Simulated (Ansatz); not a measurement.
Zr5N6 (slab)

The calculation's input:

```
crystal:
  lattice:
    - [3.2489094159, 0.0, 0.0]
    - [-1.6244547079, 2.8136380888, 0.0]
    - [0.0, 0.0, 28.2636171491]
  atoms:
    - { symbol: "N", position: [0.3333333333, 0.6666666667, 0.2653588166] }
    - { symbol: Zr, position: [0.6666666667, 0.3333333333, 0.3122870533] }
    - { symbol: "N", position: [0.0, 0.0, 0.35921529] }
    - { symbol: Zr, position: [0.3333333333, 0.6666666667, 0.4061435266] }
    - { symbol: "N", position: [0.6666666667, 0.3333333333, 0.4530717633] }
    - { symbol: Zr, position: [0.0, 0.0, 0.5] }
    - { symbol: "N", position: [0.3333333333, 0.6666666667, 0.5469282367] }
    - { symbol: Zr, position: [0.6666666667, 0.3333333333, 0.5938564734] }
    - { symbol: "N", position: [0.0, 0.0, 0.64078471] }
    - { symbol: Zr, position: [0.3333333333, 0.6666666667, 0.6877129467] }
    - { symbol: "N", position: [0.6666666667, 0.3333333333, 0.7346411834] }
basis:
  ecutwfc: 420
kpoints:
  mp_grid: { grid: [12, 12, 1] }
hamiltonian:
  xc: pbe
scf:
  occupations: { method: gaussian, width: 0.1 }
output:
  forces: true
  eigenvalues: true
  write_density: true
  write_potential: true
  elf: true
  volumetric_format: npy
relax:
  adjacent_minimum: "off"
  f_tol: 0.02
  max_steps: 60
efield:
  axis: 3
  dipole_correction: true
  ramp_width: 0.04
```

Launched as:

```sh
ansatz run input.yaml --threads 1 --pin off --max-ram 2560MiB --backend cpu --events-out ev --progress --plain --runs-dir out
```

The fields are those of the run's last geometry, not of the input's.

Theory: Ansatz 0.2.0, DFT PBE, scalar-relativistic, plane waves, PAW.

In a PAW calculation such maps are meaningful between the atoms, not at the nuclei.

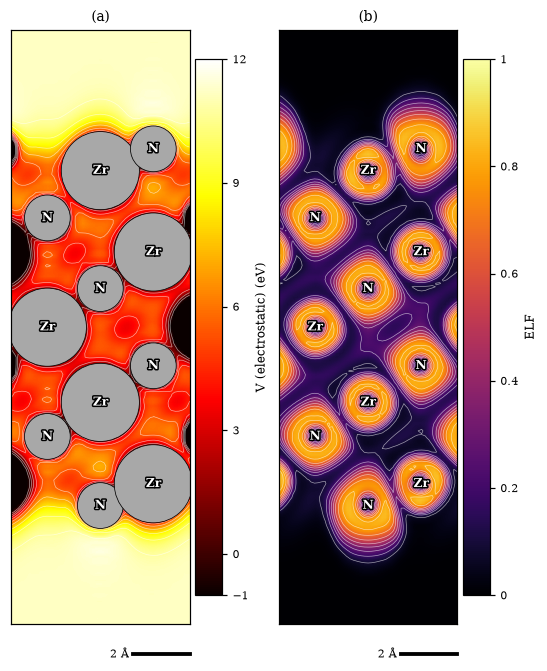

Figure 1. (a) electrostatic potential energy of an electron; (b) ELF on the (110) plane of the calculation cell, a cut from vacuum to vacuum. Grey discs cover the atomic cores in the potential map.

Q: Read the bonding off the picture.

A:
- The section cuts through N and Zr sites.
- Zr–N (2.03 Å): the ELF peaks at about 0.80 in the valence shell of N, 0.6 Å from its nucleus, and drops to about 0.30 between the two atoms (no shared electron pair shows on this line).
- Zr–N (2.23 Å): the ELF peaks at about 0.80 in the valence shell of N, 0.6 Å from its nucleus, and drops to about 0.20 between the two atoms; no localised pair shows between them.
- Zr–N (2.28 Å): the ELF peaks at about 0.80 in the valence shell of N, 0.7 Å from its nucleus, and drops to about 0.15 between the two atoms; no localised pair shows between them.
- Zr–N (2.32 Å): the ELF peaks at about 0.80 in the valence shell of N, 0.7 Å from its nucleus, and drops to about 0.15 between the two atoms: no shared electron pair shows on this line.
- The features right at Zr lie inside the PAW spheres, where the map follows smoothed inner orbitals and isn't to be read closely.
- Outside the cores the potential energy rises away from the atoms and is highest in the vacuum; its zero is arbitrary.

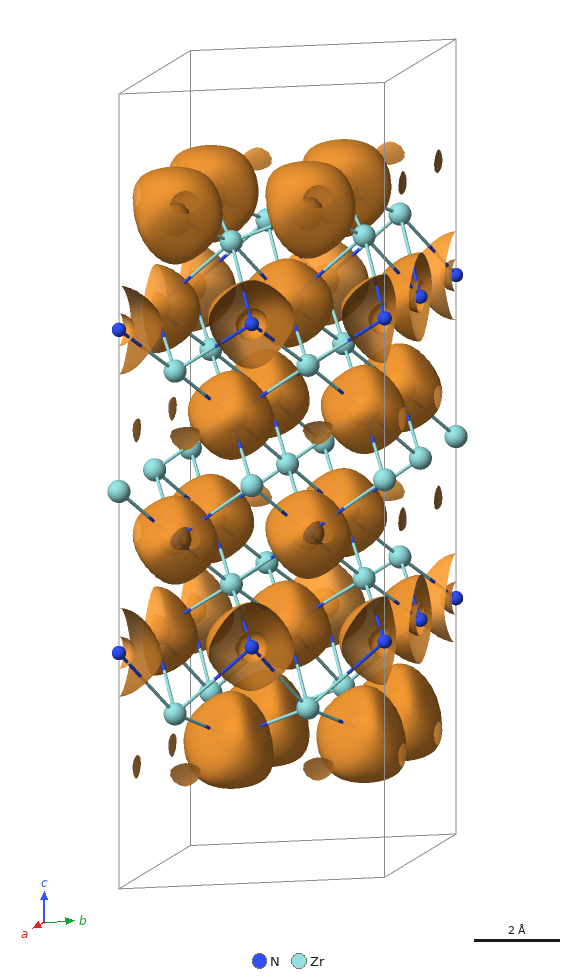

Figure 2. Isosurface of the electron localisation function at 0.6 (orange), seen slightly off an axis. Core shells and regions of very low density are left out. Sticks mark near contacts.

Q: What do the ELF domains correspond to?

A: The ELF exceeds this value in six regions wrapped around N (the valence shell of each), counted in one cell of 11 atoms. Counts are for one cell; the picture repeats the cell along the surface.

Q: Does the calculation make it a metal, or give it a gap?

A: It is metallic or semimetallic at this level of theory: no gap opens.
